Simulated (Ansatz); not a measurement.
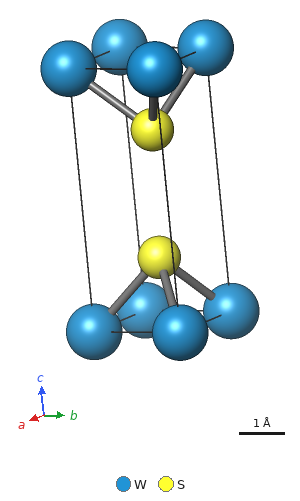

Starting frame of a dynamics run of a 3-atom cell of WS2 (built on the 3R (MoS2) bulk type). Style: ball-and-stick. Shown: the reduced simulation cell, slightly off an axis. Bonds to atoms that aren't drawn are left out. Lengths and directions refer to the drawn axes.

The calculation used DFT, r2SCAN, plane waves, PAW in Ansatz 0.2.0.

Input
```yaml
crystal:
  lattice:
    - [1.5858866948, 0.9156121101, 6.2374697496]
    - [-1.5858866948, 0.9156121101, 6.2374697496]
    - [0.0, -1.8312242203, 6.2374697496]
  atoms:
    - { symbol: W, position: [-1.15685e-05, -1.15685e-05, -1.15685e-05] }
    - { symbol: S, position: [0.4167981689, 0.4167981689, 0.4167981689] }
    - { symbol: S, position: [0.2498800663, 0.2498800663, 0.2498800663] }
kpoints:
  mp_grid: { grid: [6, 6, 6] }
hamiltonian:
  xc: r2scan
scf:
  occupations: { method: fermi_dirac, width: 0.039 }
md:
  ensemble: nvt_langevin
  temperature: 450
  timestep: 2.0
  n_steps: 40
  initial_velocities: maxwell_boltzmann
  seed: 2138
```

Command:
```bash
ansatz run input.yaml --threads 4 --pin off --max-ram 3686MiB --backend cpu --events-out ev --progress --plain --runs-dir out
```

Question: What does the trajectory do?

Answer: Over the second half the temperature averages 387 K (spread ±125 K). The potential energy in the second half lies on average 30.3 meV per atom above the first frame. In the second half of the run the atoms are, in the root-mean-square, this far from where they began (common drift taken out): S 0.06 Å, W 0.04 Å. The run lasts only 80 fs, too short to tell vibration from diffusion.

Along the run (each row but the first and the last is the mean over the interval that it begins):

```
time (fs)  potential energy (meV/atom)  T (K)
      0.0                          0.0    300
     10.0                         24.2    181
     20.0                         39.9     96
     30.0                         37.9    205
     40.0                         29.4    326
     50.0                         35.1    255
     60.0                         37.9    381
     70.0                         19.9    555
     80.0                         24.2    551
```

The paths of the atoms, magnified 5 times:

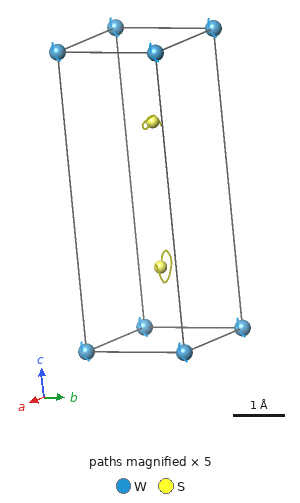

Cost: 4.7 min on 4 threads of Arm Neoverse N1, on a shared host, peak memory 0.64 GiB.
